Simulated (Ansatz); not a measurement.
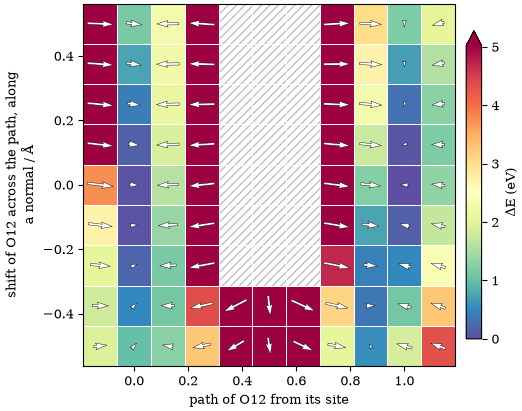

Energy landscape of SiO₂ (P3_121 phase) with one O vacancy (17 atoms in the cell, cell charge +2). An atom moved over a plane that holds its own site and a neighbouring vacancy (x along [−1 0 1], y along [3 0 1], z along [0 1 0] of the conventional cell). The first coordinate is: path of O12 from its site (0) to the vacancy (1), 2.613 Å; the second: shift of O12 across the path, along a normal. Nothing is relaxed (all other atoms held at the sites of the perfect crystal). The scan uses an 11 × 9 grid. At 21 points there is no value (left out of the scan, as a rule where atoms come close). Points are written as (first, second). All energies are given in eV per cell relative to the lowest grid point. The lowest point has no gap; 50 points of the grid have one on the k-mesh. The cell is charged on a uniform background, without a charge correction. The calculation used DFT LDA, scalar-relativistic, plane waves, PAW (Ansatz 0.2.0). Settings: cutoff 420 eV, k-mesh 4×4×2, gaussian smearing 0.05 eV, no spin polarisation.

In the figure: one coloured cell a grid point, arrows along the force (downhill), their lengths compressed, one colour for all values above the top of the scale, hatched blanks where no value was computed. 

Describe this landscape.

The lowest grid point is at (1.000, 0.000 Å) [nearest 2 Si at 1.61 Å]. A higher local minimum lies near (0.000, 0.000 Å) [nearest 2 Si at 1.61 Å] (0.040 eV above the lowest at that grid point). The highest grid point, (0.500, −0.375 Å) [nearest 1 Si at 1.11 Å], lies 12.9 eV above the lowest.

The whole map (78 points run) took 7.2 min on 4 threads of Intel(R) Xeon(R) Platinum 8488C (Sapphire Rapids), with other jobs on the host.

PAW datasets: the set soft_1.
